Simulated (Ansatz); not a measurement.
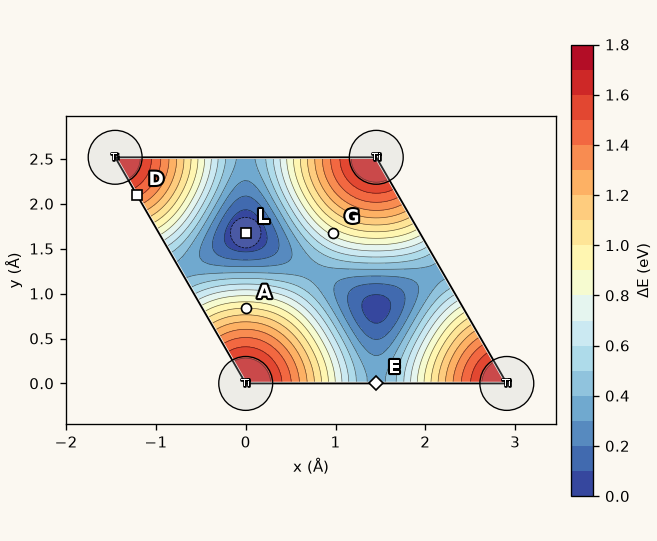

H on a Ti(111) slab cut from the Fm-3m phase, its upper half relaxed before the scan (3 atoms of substrate and one adsorbate in a 1 × 1 cell). H is moved over the surface cell; relaxed at each place: the height of the adsorbate's atoms; substrate rigid; the origin of the map has the adsorbate above Ti3. Places are given modulo a cell vector. The map is drawn in real space over the plane of the surface. Grid: 6 × 6 points; 10 points were computed and 26 follow by symmetry. Energies are in eV, from the lowest grid point. With one adsorbate in each 1 × 1 cell, its nearest image is 2.9 Å away, so neighbouring adsorbates interact. Theory: DFT PBE, scalar-relativistic, plane waves, PAW in Ansatz 0.2.0. Settings: cutoff 420 eV, k-mesh 9×9×1, gaussian smearing 0.1 eV, no spin polarisation.

In the figure: filled contours, labelled circles for the atoms of the top layer and small ones for the second layer, the outline of one cell of the plane, lettered points. Between grid points the surface is interpolated.

Rank the lettered points by energy, lowest first.

L (0.00 eV), E (0.37 eV), G (0.84 eV), A (1.00 eV), D (1.42 eV).

What kind of point is each of A, E, G, L: minimum, saddle, maximum or slope?

A: on a slope; E: saddle point; G: on a slope; L: minimum. (In these two coordinates alone; a stationary point may lie a little off the grid point.)

PAW datasets: the set soft_1.
